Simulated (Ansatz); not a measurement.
# Single-point calculation of CdS

System: CdS (P6₃/mmc, 4 atoms in the cell).
Method: DFT, PBEsol, plane waves, PAW, no spin polarisation (Ansatz 0.2.0).

The structure was built on a prototype by a generator. Some settings of this run were made unusual or wrong on purpose. The geometry comes from this level: r2SCAN. Figures and captions count atoms from 1; the log counts them from 0 in places.

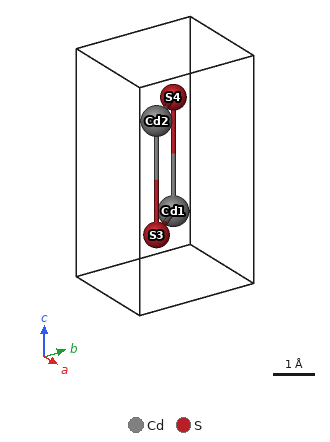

Figure 1. The structure as given in the input (ball-and-stick view of the cell of the calculation, seen slightly off an axis; atoms are numbered from 1 in the order of the input). Near neighbours in the crystal (not all of them lie inside the picture): Cd has 5 S at 2.55 to 2.87 Å; S has 5 Cd at 2.55 to 2.87 Å.

**Input**
```yaml
crystal:
  lattice:
    - [4.4085296404, 0.0, 0.0]
    - [-2.2042648202, 3.817898662, 0.0]
    - [0.0, 0.0, 5.7481181855]
  atoms:
    - { symbol: Cd, position: [0.3333333333, 0.6666666667, 0.25] }
    - { symbol: Cd, position: [0.6666666667, 0.3333333333, 0.75] }
    - { symbol: S, position: [0.6666666667, 0.3333333333, 0.25] }
    - { symbol: S, position: [0.3333333333, 0.6666666667, 0.75] }
kpoints:
  mp_grid: { grid: [6, 6, 4] }
hamiltonian:
  xc: pbesol
scf:
  occupations: { method: fixed }
output:
  optics:
    e_range: [0.5, 6]
    de: 0.05
    sigma: 5
    scissors: 0.6
    scheme: fermi_dirac
    bands: scf
  write_density: true
  write_potential: true
  elf: true
  volumetric_format: npy
```

Hardware: 4 threads of AMD EPYC (Zen 3), 189 GiB of memory available, shared host.

Command:
```bash
ansatz run input.yaml --threads 4 --pin off --max-ram 3686MiB --backend cpu --events-out ev --progress --plain --runs-dir out
```

**What the program printed**
```
Engine: ansatz 0.2.0, x86_64-unknown-linux-gnu
Pseudopotentials: kind: paw
Pseudopotential: Cd, paw, valence charge 20, recommended cutoff 420 eV (normal), Cd.paw.azcp
Pseudopotential: S, paw, valence charge 6, recommended cutoff 420 eV (normal), S.paw.azcp
Functional definition: PBEsol
  exchange = pbesol_x
  correlation = pbesol_c
Crystal: 4 atoms, lattice volume = 96.748 Å³
Basis set: ecut = 420 eV, 1885 PW (Γ)
Bands: 32, of which v1, the nominal top of the filled ones, is band 26 counted from 1 (25 counted from 0)
Symmetry: 24 space group operations
Space group: P63/mmc (ITA 194), of the structure as read, at distance tolerance 4.6e-5 Å
k-points: 21 of 144
Non-local potential: Cd, projectors of the file, l = 0: 3, l = 1: 2, l = 2: 2, l = 3: 1
Non-local potential: S, projectors of the file, l = 0: 2, l = 1: 2, l = 2: 2
PAW form: soft (Blöchl's): semilocal exchange-correlation on the pseudo side does not see the compensation charge
PAW frozen core: Cd, regenerated for the run's functional, and the local potential with it (the file was generated under x = pbe(κ = 0.804, μ = 0.2195149727645171), c = pbe(β = 0.06672455060314922))
PAW frozen core: S, regenerated for the run's functional, and the local potential with it (the file was generated under x = pbe(κ = 0.804, μ = 0.2195149727645171), c = pbe(β = 0.06672455060314922))
PAW one-centre angular grid: Cd, 590 points (default); XC on 64 Gauss nodes
PAW one-centre angular grid: S, 110 points (default); XC on 64 Gauss nodes
Initial density: superposition of atomic densities (neutral atoms: chi_scale 0, normalization atom), corrected by the library's trained network
Initial wavefunctions: pseudopotential atomic-orbital guess
Functional: x = pbesol(κ = 0.804, μ = 0.12345679012345678), c = pbesol(β = 0.046)
SCF iter   1: F=—  HF=-18140.127705 eV  |F-HF|=—  |Δ(HF+E_count)|=         —  Δρ=5.30e-3  dr2=3.01e-2  ethr=1.77e-3  ⟨swp⟩=4.6  Hψ=2258  notcnv=0  defer=84
preconditioner: auto → Resta (q_TF=auto, 2.460 Å⁻¹)  ε∞=4.9  [insulator: Δε(μ)=0.812 eV  Ē_g=11.450 eV  n_scr=22 (ndim 8)  ℏωp=22.7 eV  f_vac=0.132  ε∞_Penn≈4.9]
SCF iter   2: F=—  HF=-18140.119762 eV  |F-HF|=—  |Δ(HF+E_count)|=   7.94e-3  Δρ=1.94e-3  dr2=4.92e-3  ethr=5.79e-5  ⟨swp⟩=2.3  Hψ=1175  notcnv=0  defer=84
SCF iter   3: F=—  HF=-18140.118620 eV  |F-HF|=—  |Δ(HF+E_count)|=   1.14e-3  Δρ=4.70e-4  dr2=2.27e-4  ethr=9.46e-6  ⟨swp⟩=2.0  Hψ=1048  notcnv=0  defer=84
SCF iter   4: F=—  HF=-18140.118668 eV  |F-HF|=—  |Δ(HF+E_count)|=   4.76e-5  Δρ=1.74e-4  dr2=4.32e-5  ethr=4.37e-7  ⟨swp⟩=2.2  Hψ=966  notcnv=0  defer=76
SCF iter   5: F=—  HF=-18140.118703 eV  |F-HF|=—  |Δ(HF+E_count)|=   3.50e-5  Δρ=4.63e-5  dr2=3.98e-6  ethr=8.30e-8  ⟨swp⟩=2.0  Hψ=859  notcnv=0  defer=44
SCF iter   6: F=—  HF=-18140.118742 eV  |F-HF|=—  |Δ(HF+E_count)|=   3.95e-5  Δρ=1.22e-5  dr2=2.40e-7  ethr=7.66e-9  ⟨swp⟩=2.0  Hψ=1000  notcnv=0  defer=36
SCF iter   7: F=—  HF=-18140.118743 eV  |F-HF|=—  |Δ(HF+E_count)|=   7.00e-7  Δρ=2.41e-6  dr2=5.45e-9  ethr=4.62e-10  ⟨swp⟩=2.0  Hψ=1012  notcnv=0  defer=37
SCF iter   8: F=—  HF=-18140.118743 eV  |F-HF|=—  |Δ(HF+E_count)|=   9.84e-9  Δρ=3.71e-7  dr2=1.59e-10  ethr=1.05e-11  ⟨swp⟩=2.0  Hψ=1014  notcnv=0  defer=37
SCF iter   9: F=—  HF=-18140.118743 eV  |F-HF|=—  |Δ(HF+E_count)|=  2.87e-10  Δρ=9.75e-8  dr2=1.00e-11  ethr=1.00e-12  ⟨swp⟩=7.3  Hψ=2748  notcnv=0
SCF iter  10: F=-18140.118743 eV  HF=-18140.118743 eV  |F-HF|=7.28e-12  |Δ(HF+E_count)|=  2.55e-11  Δρ=2.26e-8  dr2=4.09e-13  ethr=1.00e-12  ⟨swp⟩=2.1  Hψ=1304  notcnv=0
SCF 1 converged in 10 iterations: F = -18140.118743 eV  dr2 = 4.09e-13
  greatest PAW one-centre occupation: 1.000 electrons in one spin orbital (limit 2), on the Cd atom at site 1 (counted from 0), in its partial waves of l = 0
```

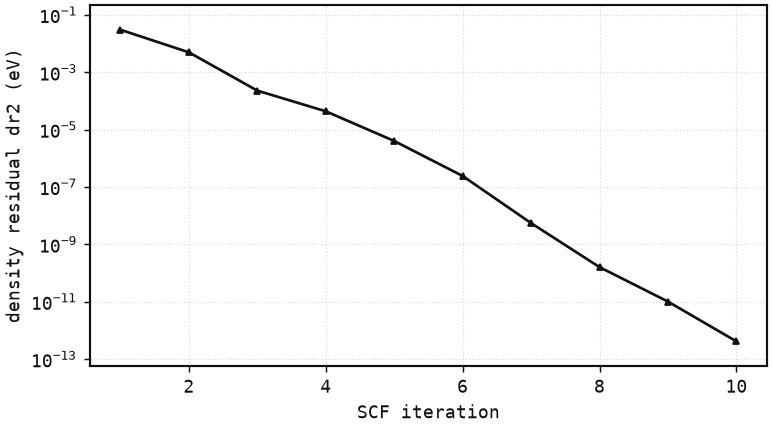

Figure 2. Convergence of the self-consistent field: density residual dr2 against the SCF iteration. The residual falls at every step.

```
Optics k sum: 0 of 21 k-points
Optics k sum: 2 of 21 k-points
Optics k sum: 3 of 21 k-points
Optics k sum: 4 of 21 k-points
Optics k sum: 5 of 21 k-points
Optics k sum: 6 of 21 k-points
Optics k sum: 7 of 21 k-points
Optics k sum: 8 of 21 k-points
Optics k sum: 9 of 21 k-points
Optics k sum: 10 of 21 k-points
Optics k sum: 11 of 21 k-points
Optics k sum: 12 of 21 k-points
Optics k sum: 13 of 21 k-points
Optics k sum: 14 of 21 k-points
Optics k sum: 15 of 21 k-points
Optics k sum: 16 of 21 k-points
Optics k sum: 17 of 21 k-points
Optics k sum: 18 of 21 k-points
Optics k sum: 19 of 21 k-points
Optics k sum: 20 of 21 k-points
Optics k sum: 21 of 21 k-points
Optics k sum: 0 of 21 k-points
Optics k sum: 2 of 21 k-points
Optics k sum: 3 of 21 k-points
Optics k sum: 4 of 21 k-points
Optics k sum: 5 of 21 k-points
Optics k sum: 6 of 21 k-points
Optics k sum: 7 of 21 k-points
Optics k sum: 8 of 21 k-points
Optics k sum: 9 of 21 k-points
Optics k sum: 10 of 21 k-points
Optics k sum: 11 of 21 k-points
Optics k sum: 12 of 21 k-points
Optics k sum: 13 of 21 k-points
Optics k sum: 14 of 21 k-points
Optics k sum: 15 of 21 k-points
Optics k sum: 16 of 21 k-points
Optics k sum: 17 of 21 k-points
Optics k sum: 18 of 21 k-points
Optics k sum: 19 of 21 k-points
Optics k sum: 20 of 21 k-points
Optics k sum: 21 of 21 k-points
SCF converged after 10 iterations
Free energy (F): -18140.118743 eV
Harris-Foulkes:  -18140.118743 eV  (|F-HF|=7.28e-12)
Internal energy: -18140.118743 eV  (E = F + TS)
E sigma→0 (E₀):  -18140.118743 eV
Fermi energy:    7.211309 eV
--- Per-component energies (eV) ---
  E_band       = -1000.954377
  E_kinetic    = 1221.431240
  E_local      = -7950.328622  (includes V_loc(G=0)·N_el)
  E_nonlocal   = 131.801405
  E_hartree    = 3651.155734
  E_xc         = -541.747376
  E_vxc        = -614.937418  (∫ρ·V_xc dr)
  E_paw        = -9197.355930  (= ΣΔE_a)
  E_vpaw       = -1091.232443  (= ΣTr[D̂ρ^β])
  E_aug_tail   = 0.000028  (compensation charges beyond the density's cutoff)
  E_ewald      = -5455.883040
  E_core_change = 0.807818  (= ΣΔE_core)
  E_smearing   = -0.000000  (= −TS)
  E_closure    = -0.000000  (closes the sum)
  Σ components = -18140.118743   (vs F -18140.118743, Δ=0.00e0)
--- Band table (eV; the first three rows and the last of 21) ---
  k-point 0: bands = ["-94.1232", "-94.1231", "-55.2303", "-55.2303", "-55.2298", "-55.2298", "-55.2188", "-55.2173", "-5.2244", "-4.5120", "-0.5891", "-0.5891", "-0.5753", "-0.5753", "-0.2304", "-0.2304", "-0.2069", "-0.0192", "-0.0192", "0.6338", "3.4342", "5.9642", "5.9642", "6.8503", "6.9314", "6.9314", "8.0923", "8.1564", "12.7546", "12.7546", "14.2171", "14.2171"]
  k-point 1: bands = ["-94.1232", "-94.1231", "-55.2302", "-55.2302", "-55.2298", "-55.2298", "-55.2186", "-55.2175", "-5.0966", "-4.5819", "-0.6040", "-0.6040", "-0.5999", "-0.5999", "-0.2516", "-0.1786", "-0.1786", "-0.0350", "-0.0350", "0.2101", "4.0430", "5.9483", "6.1197", "6.1197", "6.8120", "6.8120", "8.6694", "9.4122", "12.6671", "12.6671", "13.6245", "13.6245"]
  k-point 2: bands = ["-94.1231", "-94.1231", "-55.2300", "-55.2300", "-55.2300", "-55.2300", "-55.2181", "-55.2181", "-4.8103", "-4.8103", "-0.6195", "-0.6195", "-0.6195", "-0.6195", "-0.2089", "-0.2089", "-0.0910", "-0.0910", "-0.0910", "-0.0910", "4.9748", "4.9748", "6.4829", "6.4829", "6.4829", "6.4829", "10.0153", "10.0153", "12.8783", "12.8783", "12.8783", "12.8783"]
  k-point 20: bands = ["-94.1231", "-94.1231", "-55.2302", "-55.2302", "-55.2301", "-55.2301", "-55.2180", "-55.2180", "-4.4985", "-4.4985", "-0.4645", "-0.4645", "-0.3328", "-0.3328", "-0.2282", "-0.2282", "-0.1704", "-0.1704", "0.2272", "0.2272", "2.8351", "2.8351", "4.4681", "4.4681", "7.2113", "7.2113", "11.9053", "11.9053", "12.7980", "12.7980", "13.7766", "13.7766"]
```

**File rho_z.tsv**
```
# z_ang	rho[e/angstrom^3]
# format = ansatz-planar-average/11
# lattice	4.408529640	0.000000000	0.000000000
# lattice	-2.204264820	3.817898662	0.000000000
# lattice	0.000000000	0.000000000	5.748118186
# sites	4
# site	48	0.000000000	2.545265775	1.437029546
# site	48	2.204264820	1.272632887	4.311088639
# site	16	2.204264820	1.272632887	1.437029546
# site	16	0.000000000	2.545265775	4.311088639
0.000000	7.545290e-2
0.143703	8.128234e-2
0.287406	1.003270e-1
0.431109	1.376507e-1
0.574812	2.044939e-1
0.718515	3.226000e-1
0.862218	5.173011e-1
1.005921	7.917392e-1
1.149624	1.101146e0
1.293327	1.354110e0
1.437030	1.452776e0
1.580733	1.354110e0
1.724435	1.101146e0
1.868138	7.917392e-1
2.011841	5.173011e-1
2.155544	3.226000e-1
2.299247	2.044939e-1
2.442950	1.376507e-1
2.586653	1.003270e-1
2.730356	8.128234e-2
2.874059	7.545290e-2
3.017762	8.128234e-2
3.161465	1.003270e-1
3.305168	1.376507e-1
3.448871	2.044939e-1
3.592574	3.226000e-1
3.736277	5.173011e-1
3.879980	7.917392e-1
4.023683	1.101146e0
4.167386	1.354110e0
4.311089	1.452776e0
4.454792	1.354110e0
4.598495	1.101146e0
4.742198	7.917392e-1
4.885900	5.173011e-1
5.029603	3.226000e-1
5.173306	2.044939e-1
5.317009	1.376507e-1
5.460712	1.003270e-1
5.604415	8.128234e-2
```

**File optics_head.txt**
```
# E[eV]	eps2_xx	eps2_yy	eps2_zz	eps2_xy	eps2_xz	eps2_yz	eps1_xx	eps1_yy	eps1_zz	eps1_xy	eps1_xz	eps1_yz	loss_summed_bands_xx	loss_summed_bands_yy	loss_summed_bands_zz
# format = ansatz-optics/6
# eps_inf(xx yy zz) = 3.096450 3.096450 3.093494
# eps_inf_bands = summed_by_request
# eps_inf_summed_bands(xx yy zz) = 3.096450 3.096450 3.093494
# k_sum = mesh_cells
# eps2_relative_error = 0.0024
# eps_inf_relative_error = 0.0037
# f_sum_n_eff(xx yy zz) = 11.919630 11.919630 11.314082 of n_electrons = 52.000000
# f_sum_n_eff_momentum_only(xx yy zz) = 11.189630 11.189630 10.848572
# loss_f_sum_n_eff(xx yy zz) = 13.083082 13.083082 12.497048
# perfect_screening_sum(xx yy zz) = 0.677050 0.677050 0.676741
# perfect_screening_sum_on_rows(xx yy zz) = 0.677050 0.677050 0.676741
# the maxima of the summed bands' own loss function (the loss_summed_bands columns) are measured between the rows too: peak_sampling_summed_bands says what part of their heights the rows count for, and missed_extrema_summed_bands lists those of which they count for under four fifths, the half width
# peak_sampling_summed_bands_xx(least_part_sampled least_sampled_at_ev n_extrema n_missed) = none
# peak_sampling_summed_bands_yy(least_part_sampled least_sampled_at_ev n_extrema n_missed) = none
# peak_sampling_summed_bands_zz(least_part_sampled least_sampled_at_ev n_extrema n_missed) = none
# n_bands = 32
# the loss_summed_bands columns' heights are not shown to be converged in n_bands (the SCF's count)
# valid_up_to_ev = 0.000000
# loss_band_truncation_warned_of = loss_summed_bands_xx loss_summed_bands_yy loss_summed_bands_zz
# least_direct_gap_ev = 1.160865e0 at k(fractional) = 0.000000 0.000000 0.000000, k_point = 0, channel = 0, bands = 25 26 (counted from 0)
# evaluated_top_ev = 210.400000
# all_electron_strengths = true
```

**Outcome**

| quantity | value |
| --- | --- |
| outcome | converged |
| space group (tolerance 0.01 Å) | P6₃/mmc (194) |
| electrons treated | 52 |
| free energy | −18140.1187 eV |
| Fermi energy | 7.211 eV |
| gap on the k-point mesh | 0.88 eV |
| wall time | 16 s (CPU time 59 s) |
| peak memory | 0.59 GiB |

**Diagnosis**

Some settings of this run were drawn to be unusual or wrong. It converged; results that depend on the unusual settings are not reference values.
